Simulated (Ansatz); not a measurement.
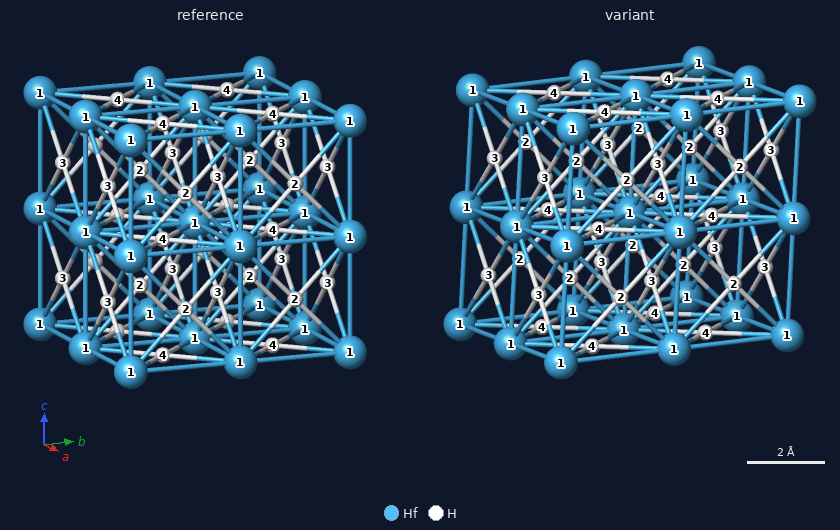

Left: a symmetric starting cell of HfH$_{3}$. Right: the same structure after one change, at the same scale. The picture is a ball-and-stick view of the cell of the calculation, repeated 2 × 2 × 2 with one cell outlined, seen slightly off an axis.

Level of theory: Ansatz, DFT PBEsol, scalar-relativistic, plane waves, PAW. Set-up: plane-wave cutoff 420 eV; k-point mesh 12 × 12 × 12; occupations gaussian; smearing width 0.1 eV; no spin polarisation.

### Which change leads from the left to the right?

The cell is strained by +9.5 % along [1 1 1] and −2.5 % across it (volume +4.2 %), the atoms keeping their fractional coordinates. No relaxation follows. The starting cell wasn't computed here and needn't be at equilibrium, so pressure and forces aren't due to the change alone.

### And its effect?

Some distances before and after: H–Hf 2.181 → 2.127 to 2.305 Å, Hf–Hf 3.085 → 3.137 Å. The space group (tolerance 0.01 Å) goes from Pm-3m (No. 221) to R-3m (No. 166). The pressure is −8.3 GPa (not all of it need come from the change, since the unchanged cell can be under pressure at this level too). The principal stresses (compression positive) are −17.1 GPa along [1 1 1] and −3.8 GPa across it. All forces vanish by symmetry.
